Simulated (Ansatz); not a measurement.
## Geometry relaxation of GaAs (part 3 of 3)

GaAs (slab, 16 atoms in the cell); DFT PBE+D3(BJ), scalar-relativistic, plane waves, PAW, no spin polarisation (Ansatz 0.2.0); cutoff 420 eV, 2×3×1 k-mesh, Gaussian smearing of 0.05 eV. The structure derives from an entry of the Crystallography Open Database. The input holds or restrains some coordinates. Forces given for the steps count only the free coordinates. It belongs to a series of runs on one base structure; here: clean slab, lower planes held.

Geometry of the input (Å; fractional positions):
```
8.0267  0.0000  0.0000
0.0000  5.6757  0.0000
0.0000  0.0000  22.0200
Ga 0.2500  0.5000  0.3633
Ga 0.7500  0.5000  0.3633
As 0.5000  0.2500  0.3633
As 0.0000  0.2500  0.3633
Ga 0.5000  0.0000  0.4544
Ga 0.0000  0.0000  0.4544
As 0.7500  0.7500  0.4544
As 0.2500  0.7500  0.4544
Ga 0.7500  0.5000  0.5456
Ga 0.2500  0.5000  0.5456
As 0.0000  0.2500  0.5456
As 0.5000  0.2500  0.5456
Ga 0.0000  0.0000  0.6367
Ga 0.5000  0.0000  0.6367
As 0.2500  0.7500  0.6367
As 0.7500  0.7500  0.6367
```

### Output, continued
```
  k-point 2: bands = ["-35.2653", "-35.2653", "-35.2614", "-35.2614", "-35.2526", "-35.2526", "-35.2453", "-35.2453", "-35.2432", "-35.2432", "-35.2399", "-35.2399", "-35.2323", "-35.2323", "-35.2319", "-35.2319", "-35.2134", "-35.2134", "-35.2076", "-35.2076", "-34.9414", "-34.9414", "-34.9311", "-34.9311", "-34.9092", "-34.9092", "-34.9034", "-34.9034", "-34.8937", "-34.8937", "-34.7327", "-34.7327", "-34.7285", "-34.7285", "-34.6517", "-34.6517", "-34.6236", "-34.6236", "-34.6065", "-34.6065", "-15.0554", "-15.0554", "-15.0045", "-15.0045", "-14.9915", "-14.9915", "-14.9878", "-14.9878", "-14.9547", "-14.9547", "-14.9515", "-14.9515", "-14.9430", "-14.9430", "-14.9144", "-14.9144", "-14.8933", "-14.8933", "-14.8588", "-14.8588", "-14.8549", "-14.8549", "-14.8514", "-14.8514", "-14.8402", "-14.8402", "-14.8262", "-14.8262", "-14.8217", "-14.8217", "-14.7804", "-14.7804", "-14.7666", "-14.7666", "-14.7442", "-14.7442", "-14.7056", "-14.7056", "-14.6898", "-14.6898", "-11.8368", "-11.8368", "-10.9389", "-10.9389", "-10.1736", "-10.1736", "-9.9466", "-9.9466", "-6.4956", "-6.4956", "-5.9877", "-5.9877", "-4.8504", "-4.8504", "-3.6410", "-3.6410", "-3.5826", "-3.5826", "-2.9518", "-2.9518", "-2.7552", "-2.7552", "-2.5365", "-2.5365", "-1.8398", "-1.8398", "-1.6629", "-1.6629", "-1.1279", "-1.1279", "-0.4574", "-0.4574", "0.7270", "0.7270", "1.7803", "1.7803", "2.4176", "2.4176", "2.7708", "2.7708", "3.0864", "3.0864", "3.5461", "3.5461", "3.7603", "3.7603", "4.2254", "4.2254", "4.5937", "4.5937", "4.9533", "4.9533", "5.1398", "5.1398", "5.3882"]
  k-point 3: bands = ["-35.2653", "-35.2653", "-35.2614", "-35.2614", "-35.2526", "-35.2526", "-35.2453", "-35.2453", "-35.2433", "-35.2433", "-35.2399", "-35.2399", "-35.2323", "-35.2323", "-35.2319", "-35.2319", "-35.2134", "-35.2134", "-35.2076", "-35.2076", "-34.9414", "-34.9414", "-34.9311", "-34.9311", "-34.9092", "-34.9092", "-34.9034", "-34.9034", "-34.8937", "-34.8937", "-34.7327", "-34.7327", "-34.7285", "-34.7285", "-34.6517", "-34.6517", "-34.6236", "-34.6236", "-34.6065", "-34.6065", "-15.0566", "-15.0566", "-15.0042", "-15.0042", "-14.9907", "-14.9907", "-14.9854", "-14.9854", "-14.9544", "-14.9544", "-14.9513", "-14.9513", "-14.9343", "-14.9343", "-14.9153", "-14.9153", "-14.8945", "-14.8945", "-14.8616", "-14.8616", "-14.8580", "-14.8580", "-14.8547", "-14.8547", "-14.8408", "-14.8408", "-14.8255", "-14.8255", "-14.8212", "-14.8212", "-14.7858", "-14.7858", "-14.7702", "-14.7702", "-14.7451", "-14.7451", "-14.7051", "-14.7051", "-14.6892", "-14.6892", "-11.4988", "-11.4988", "-10.8302", "-10.8302", "-10.5462", "-10.5462", "-10.1905", "-10.1905", "-6.0986", "-6.0986", "-5.9173", "-5.9173", "-5.2542", "-5.2542", "-4.6561", "-4.6561", "-3.2484", "-3.2484", "-3.1441", "-3.1441", "-2.5051", "-2.5051", "-2.0763", "-2.0763", "-1.8229", "-1.8229", "-1.4032", "-1.4032", "-1.0085", "-1.0085", "-0.3370", "-0.3370", "0.6829", "0.6829", "1.7617", "1.7617", "2.3916", "2.3916", "2.9453", "2.9453", "3.5010", "3.5010", "3.9881", "3.9881", "4.3725", "4.3725", "4.6818", "4.6818", "4.9229", "4.9229", "5.1654", "5.1654", "5.3392", "5.3392", "5.4544"]
--- Relaxed structure (6 steps of the walk, 6 accepted, 0 SCFs on fresh bases) ---
  F+E_penalty+E_count = -69117.62541350 eV   max|allowed force component| = 1.500e-2 eV/Å
  atoms:
    - { symbol: Ga, position: [0.25, 0.5, 0.3633055241] }
    - { symbol: Ga, position: [0.75, 0.5, 0.3633055241] }
    - { symbol: As, position: [0.5, 0.25, 0.3633055241] }
    - { symbol: As, position: [0.0, 0.25, 0.3633055241] }
    - { symbol: Ga, position: [0.5, 0.0, 0.45443517470000006] }
    - { symbol: Ga, position: [0.0, 0.0, 0.45443517470000006] }
    - { symbol: As, position: [0.75, 0.75, 0.45443517470000006] }
    - { symbol: As, position: [0.25, 0.75, 0.45443517470000006] }
    - { symbol: Ga, position: [0.75, 0.5048460875911921, 0.5512518135255711] }
    - { symbol: Ga, position: [0.25, 0.5048460875911921, 0.5512518135255711] }
    - { symbol: As, position: [0.0, 0.25544713536226343, 0.5462720373351228] }
    - { symbol: As, position: [0.5, 0.25544713536226343, 0.5462720373351228] }
    - { symbol: Ga, position: [-7.498127576197234e-37, -0.06162917375141598, 0.6198504364587033] }
    - { symbol: Ga, position: [0.5, -0.06162917375141598, 0.6198504364587033] }
    - { symbol: As, position: [0.25, 0.7221633213974362, 0.6491132379230283] }
    - { symbol: As, position: [0.75, 0.7221633213974362, 0.6491132379230283] }
```

### Trajectory as extended XYZ (Å, eV, eV/Å), 6 frames, from step=1 to step=6
```
16
Lattice="8.0267 0.0000 0.0000 0.0000 5.6757 0.0000 0.0000 0.0000 22.0200" Properties=species:S:1:pos:R:3:forces:R:3 step=1 energy=-69116.54367
Ga    2.0067    2.8379    8.0000    0.0000  -0.7465   1.1050
Ga    6.0200    2.8379    8.0000    0.0000  -0.7465   1.1050
As    4.0134    1.4189    8.0000    0.0000   0.0916  -1.1514
As    0.0000    1.4189    8.0000    0.0000   0.0916  -1.1514
Ga    4.0134    0.0000   10.0067    0.0000   0.0539   0.0331
Ga    0.0000    0.0000   10.0067    0.0000   0.0539   0.0331
As    6.0200    4.2568   10.0067    0.0000   0.6012  -0.5405
As    2.0067    4.2568   10.0067    0.0000   0.6012  -0.5405
Ga    6.0200    2.8379   12.0134    0.0000   0.0536  -0.0327
Ga    2.0067    2.8379   12.0134    0.0000   0.0536  -0.0327
As    0.0000    1.4189   12.0134    0.0000   0.6013   0.5396
As    4.0134    1.4189   12.0134    0.0000   0.6013   0.5396
Ga    0.0000    0.0000   14.0200    0.0000  -0.7471  -1.1051
Ga    4.0134    0.0000   14.0200    0.0000  -0.7471  -1.1051
As    2.0067    4.2568   14.0200    0.0000   0.0917   1.1513
As    6.0200    4.2568   14.0200    0.0000   0.0917   1.1513
16
Lattice="8.0267 0.0000 0.0000 0.0000 5.6757 0.0000 0.0000 0.0000 22.0200" Properties=species:S:1:pos:R:3:forces:R:3 step=2 energy=-69117.29987
Ga    2.0067    2.8379    8.0000    0.0000  -0.8695   1.1812
Ga    6.0200    2.8379    8.0000    0.0000  -0.8695   1.1812
As    4.0134    1.4189    8.0000    0.0000   0.1370  -1.2833
As    0.0000    1.4189    8.0000    0.0000   0.1370  -1.2833
Ga    4.0134    0.0000   10.0067    0.0000   0.3340   0.3387
Ga    0.0000    0.0000   10.0067    0.0000   0.3340   0.3387
As    6.0200    4.2568   10.0067    0.0000   0.6589  -0.4659
As    2.0067    4.2568   10.0067    0.0000   0.6589  -0.4659
Ga    6.0200    2.8874   12.0528    0.0000   0.1200   0.2630
Ga    2.0067    2.8874   12.0528    0.0000   0.1200   0.2630
As    0.0000    1.4862   12.0303    0.0000  -0.0145   0.1491
As    4.0134    1.4862   12.0303    0.0000  -0.0145   0.1491
Ga    0.0000   -0.1272   13.8724    0.0000  -0.4298  -0.6860
Ga    4.0134   -0.1272   13.8724    0.0000  -0.4298  -0.6860
As    2.0067    4.1829   14.1813    0.0000   0.0643   0.5036
As    6.0200    4.1829   14.1813    0.0000   0.0643   0.5036
16
Lattice="8.0267 0.0000 0.0000 0.0000 5.6757 0.0000 0.0000 0.0000 22.0200" Properties=species:S:1:pos:R:3:forces:R:3 step=3 energy=-69117.58549
Ga    2.0067    2.8379    8.0000    0.0000  -0.9390   1.2107
Ga    6.0200    2.8379    8.0000    0.0000  -0.9390   1.2107
As    4.0134    1.4189    8.0000    0.0000   0.1666  -1.3648
As    0.0000    1.4189    8.0000    0.0000   0.1666  -1.3648
Ga    4.0134    0.0000   10.0067    0.0000   0.4466   0.3902
Ga    0.0000    0.0000   10.0067    0.0000   0.4466   0.3902
As    6.0200    4.2568   10.0067    0.0000   0.5851  -0.2899
As    2.0067    4.2568   10.0067    0.0000   0.5851  -0.2899
Ga    6.0200    2.9177   12.1112    0.0000  -0.0414   0.2611
Ga    2.0067    2.9177   12.1112    0.0000  -0.0414   0.2611
As    0.0000    1.4997   12.0275    0.0000  -0.1148  -0.0233
As    4.0134    1.4997   12.0275    0.0000  -0.1148  -0.0233
Ga    0.0000   -0.2468   13.7185    0.0000  -0.1667  -0.1624
Ga    4.0134   -0.2468   13.7185    0.0000  -0.1667  -0.1624
As    2.0067    4.1479   14.2896    0.0000   0.0638  -0.0217
As    6.0200    4.1479   14.2896    0.0000   0.0638  -0.0217
16
Lattice="8.0267 0.0000 0.0000 0.0000 5.6757 0.0000 0.0000 0.0000 22.0200" Properties=species:S:1:pos:R:3:forces:R:3 step=4 energy=-69117.61493
Ga    2.0067    2.8379    8.0000    0.0000  -0.9111   1.2407
Ga    6.0200    2.8379    8.0000    0.0000  -0.9111   1.2407
As    4.0134    1.4189    8.0000    0.0000   0.1588  -1.3607
As    0.0000    1.4189    8.0000    0.0000   0.1588  -1.3607
Ga    4.0134    0.0000   10.0067    0.0000   0.3047   0.2126
Ga    0.0000    0.0000   10.0067    0.0000   0.3047   0.2126
As    6.0200    4.2568   10.0067    0.0000   0.3111   0.0155
As    2.0067    4.2568   10.0067    0.0000   0.3111   0.0155
Ga    6.0200    2.8418   12.1810    0.0000   0.0959  -0.1959
Ga    2.0067    2.8418   12.1810    0.0000   0.0959  -0.1959
As    0.0000    1.4354   12.0292    0.0000   0.0065   0.0609
As    4.0134    1.4354   12.0292    0.0000   0.0065   0.0609
Ga    0.0000   -0.3660   13.6528    0.0000   0.0344  -0.0244
Ga    4.0134   -0.3660   13.6528    0.0000   0.0344  -0.0244
As    2.0067    4.0931   14.3125    0.0000   0.0005   0.0513
As    6.0200    4.0931   14.3125    0.0000   0.0005   0.0513
16
Lattice="8.0267 0.0000 0.0000 0.0000 5.6757 0.0000 0.0000 0.0000 22.0200" Properties=species:S:1:pos:R:3:forces:R:3 step=5 energy=-69117.62541
Ga    2.0067    2.8379    8.0000    0.0000  -0.9276   1.2384
Ga    6.0200    2.8379    8.0000    0.0000  -0.9276   1.2384
As    4.0134    1.4189    8.0000    0.0000   0.1555  -1.3749
As    0.0000    1.4189    8.0000    0.0000   0.1555  -1.3749
Ga    4.0134    0.0000   10.0067    0.0000   0.3589   0.2808
Ga    0.0000    0.0000   10.0067    0.0000   0.3589   0.2808
As    6.0200    4.2568   10.0067    0.0000   0.4065  -0.1317
As    2.0067    4.2568   10.0067    0.0000   0.4065  -0.1317
Ga    6.0200    2.8654   12.1386    0.0000   0.0027   0.0067
Ga    2.0067    2.8654   12.1386    0.0000   0.0027   0.0067
As    0.0000    1.4499   12.0289    0.0000   0.0025  -0.0150
As    4.0134    1.4499   12.0289    0.0000   0.0025  -0.0150
Ga    0.0000   -0.3498   13.6491    0.0000  -0.0032  -0.0032
Ga    4.0134   -0.3498   13.6491    0.0000  -0.0032  -0.0032
As    2.0067    4.0988   14.2935    0.0000   0.0048  -0.0012
As    6.0200    4.0988   14.2935    0.0000   0.0048  -0.0012
16
Lattice="8.0267 0.0000 0.0000 0.0000 5.6757 0.0000 0.0000 0.0000 22.0200" Properties=species:S:1:pos:R:3:forces:R:3 step=6 energy=-69117.62541
Ga    2.0067    2.8379    8.0000    0.0000  -0.9276   1.2384
Ga    6.0200    2.8379    8.0000    0.0000  -0.9276   1.2384
As    4.0134    1.4189    8.0000    0.0000   0.1555  -1.3749
As    0.0000    1.4189    8.0000    0.0000   0.1555  -1.3749
Ga    4.0134    0.0000   10.0067    0.0000   0.3589   0.2808
Ga    0.0000    0.0000   10.0067    0.0000   0.3589   0.2808
As    6.0200    4.2568   10.0067    0.0000   0.4065  -0.1317
As    2.0067    4.2568   10.0067    0.0000   0.4065  -0.1317
Ga    6.0200    2.8654   12.1386    0.0000   0.0027   0.0067
Ga    2.0067    2.8654   12.1386    0.0000   0.0027   0.0067
As    0.0000    1.4499   12.0289    0.0000   0.0025  -0.0150
As    4.0134    1.4499   12.0289    0.0000   0.0025  -0.0150
Ga    0.0000   -0.3498   13.6491    0.0000  -0.0032  -0.0032
Ga    4.0134   -0.3498   13.6491    0.0000  -0.0032  -0.0032
As    2.0067    4.0988   14.2935    0.0000   0.0048  -0.0011
As    6.0200    4.0988   14.2935    0.0000   0.0048  -0.0011
```

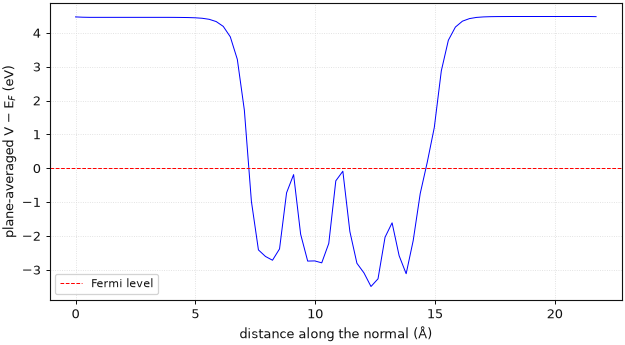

Figure 1. Plane average of the electrostatic potential energy of an electron across the cell, from the Fermi level. The vacuum level lies 4.48 eV above the Fermi level on the upper side and 4.46 eV on the lower.

### Key numbers

| quantity | value |
| --- | --- |
| outcome | converged under the restraints of the input |
| electrons treated | 224 |
| free energy | −69117.6254 eV |
| work function, top face | 4.48 eV |
| work function, bottom face | 4.46 eV |
| Fermi energy | 0.167 eV |
| gap on the k-point mesh | 0.65 eV |
| final volume | 1003.18 Å³ |
| work function (upper face) | 4.48 eV |
| largest force (length of the vector) at the end, held atoms and coordinates included | 1.547 eV/Å |
| hardware | 4 threads of Arm Neoverse V1, 24 GiB of memory available, shared host |
| wall time | 1.9 min (CPU time 5.9 min) |
| peak memory | 2.2 GiB |
